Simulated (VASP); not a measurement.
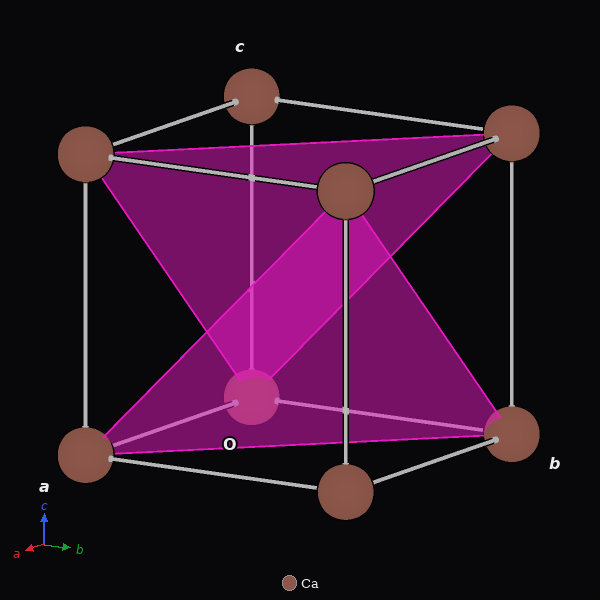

For Ca, the end point of a relaxation with VASP, VASP Kohn-Sham DFT of a periodic cell, r2SCAN with D4, VASP PAW PBE potentials, recommended: every member of one family of equally spaced planes, hx + ky + lz = a whole number, that cuts the unit cell is shaded (one member passes through the origin O). All values are computed from the atomic coordinates in the standard setting (tolerance 0.002 Å).

a = 3.474 Å, b = 3.474 Å, c = 3.474 Å, α = 90.00°, β = 90.00°, γ = 90.00°.

> Which (hkl) family is drawn?

(1 1 −1); the opposite sign names the same planes. The member next to the origin meets the axes a at 1, b at 1, c at −1.

> What is the spacing?

d = 2.006 Å.

> Which atoms of the cell lie in these planes (within 0.03 Å)?

The Ca atom.

> The space group is Pm-3m, No. 221. How many reflections hkl are equivalent to this one (itself included), and does it occur?

8 reflections are equivalent in the Laue class m-3m. The space group allows the reflection.
